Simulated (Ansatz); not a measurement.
**Sn$_{4}$Ge (slab): density, localisation and related maps**

```
CELL_PARAMETERS angstrom
3.41351 0.00000 0.00000
0.34834 3.39569 0.00000
0.00000 0.00000 25.86174
ATOMIC_POSITIONS crystal
Sn 0.50000 0.50000 0.32867
Sn 0.00000 0.00000 0.41711
Sn 0.50000 0.50000 0.50981
Sn 0.00000 0.00000 0.59814
Ge 0.00000 0.50000 0.68442
```

The calculation used DFT PBEsol, scalar-relativistic, plane waves, PAW (Ansatz).

In a PAW calculation such maps are meaningful between the atoms, not at the nuclei.

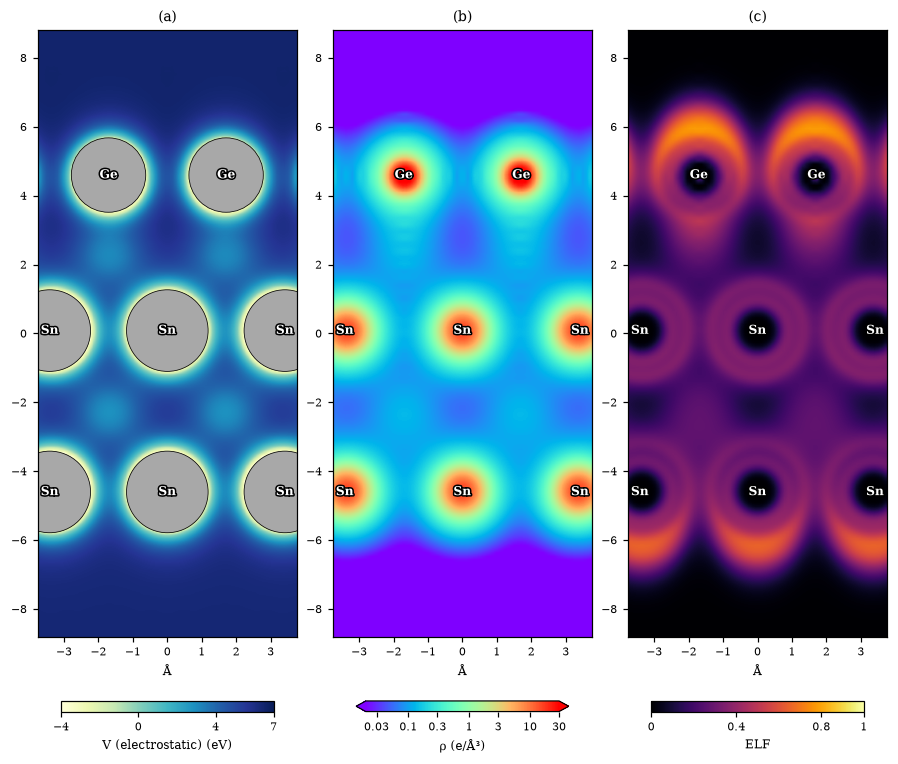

Figure 1. (a) electrostatic potential energy of an electron; (b) valence pseudo-density; (c) electron localisation function on the (010) plane of the calculation cell, a cut from vacuum to vacuum. Grey discs cover the atomic cores in the potential map.

Question: What does the map show?

Answer:
- The section cuts through Sn and Ge sites.
- Sn–Sn (3.41 Å): the density is about 0.13 e/Å³ at the midpoint; the ELF is about 0.35 at the midpoint.
- The density dies away to nearly zero in the vacuum.
- Outside the cores the potential energy rises away from the atoms and is highest in the vacuum; its zero is arbitrary.

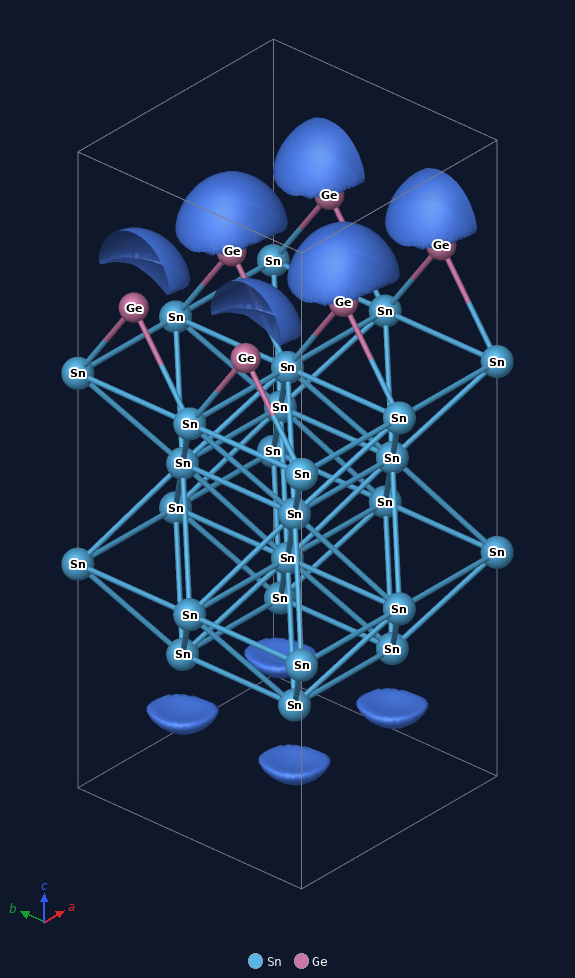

Figure 2. Isosurface of the ELF at 0.6 (blue), seen at an oblique angle. Core shells and regions of very low density are left out. Sticks mark near contacts.

Question: Identify the bonds, lone pairs and shells in this picture.

Answer: At this value the surface marks out one lobe on Ge, pointing away from the bonds (lone pairs) and one lobe on Sn, pointing away from the bonds (lone pairs), counted in one cell of 5 atoms. Counts are for one cell; the picture repeats the cell along the surface. Profiles from the grid: Sn–Ge (2.81 Å): the ELF reaches about 0.55 near the midpoint. Sn–Sn (3.23 Å): the ELF is about 0.40 at the midpoint.

Question: Does the calculation give a band gap?

Answer: It is metallic or semimetallic at this level of theory: no gap opens.
